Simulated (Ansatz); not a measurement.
System: Ce₂O, space group Fm-3m (No. 225) (one of a set of cubic test structures, which need not be the stable phase).

Input of one of the runs behind the figure:
```
crystal:
  lattice:
    - [0.0, 3.038349534037, 3.038349534037]
    - [3.038349534037, 0.0, 3.038349534037]
    - [3.038349534037, 3.038349534037, 0.0]
  atoms:
    - { symbol: Ce, position: [0.25, 0.25, 0.25] }
    - { symbol: Ce, position: [0.75, 0.75, 0.75] }
    - { symbol: O, position: [0, 0, 0] }
kpoints:
  mp_grid: { grid: [11, 11, 11] }
hamiltonian:
  xc: pbe
  pseudopotentials: { kind: paw }
scf:
  occupations: { method: fermi_dirac, width: 0.061225619053 }
output:
  forces: true
  stress: true
```

Launched with:
```bash
ansatz run input.yaml --threads 1
```

How it was computed, with Ansatz 0.2.0 development build: equation of state of a cubic crystal from periodic Kohn-Sham density functional theory without spin, third-order Birch-Murnaghan fit to the free energies; pressure corrected for the finite basis. Level: PBE.

- structure type: antifluorite
- atoms in cell: 3
- space group number: 225
- lattice centring: face-centred primitive
- k mesh: 11×11×11
- occupation method: Fermi–Dirac
- occupation width: 0.06123 eV
- wave cutoff: 420 eV
- datasets: soft-1 PAW
- density tolerance: 1e−07 eV
- bands: 34
- density cutoff ratio: 4
- search for lower states: default

What does the calculation give for the energy above the lowest point and pressure against volume? The volume takes the values 17.58, 17.95, 18.33, 18.70, 19.07, 19.45, 19.82 Å³/atom.

A third-order Birch–Murnaghan fit gives V0 = 18.69 Å³/atom, B0 = 92.9 GPa and B′ = 4.8. The energy above the lowest point is 21.6 meV/atom at volume 17.58 Å³/atom and 17.8 meV/atom at 19.82 Å³/atom; the lowest computed point is at volume 18.70 Å³/atom (0.0 meV/atom), in a single well. The pressure falls from 6.6 GPa at volume 17.58 Å³/atom to −4.7 GPa at 19.82 Å³/atom, and changes sign near 18.69 Å³/atom.

```tsv
volume (Å³/atom)	energy above the lowest point (meV/atom)	pressure (GPa)
17.58	21.6	6.6
17.95	9.1	4.1
18.33	2.1	1.9
18.70	0.0	-0.1
19.07	2.2	-1.8
19.45	8.3	-3.4
19.82	17.8	-4.7
```

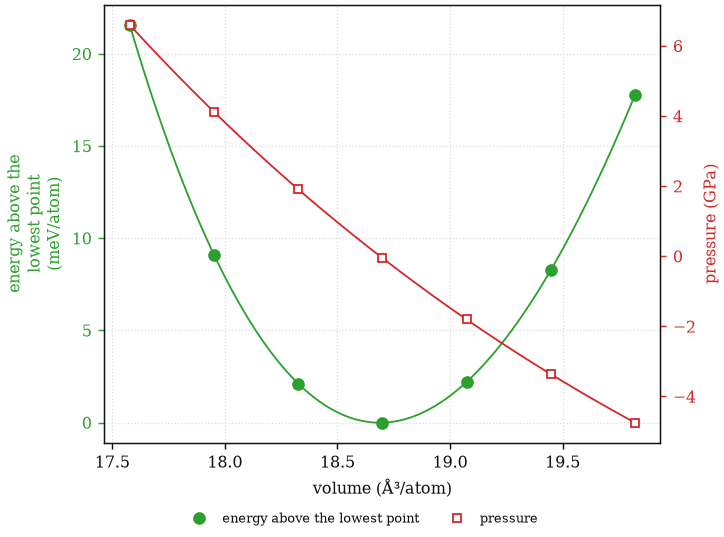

Note: cubic model structure, not the ambient form; modest k-mesh, values are not fully converged in k; open f shell treated without spin.
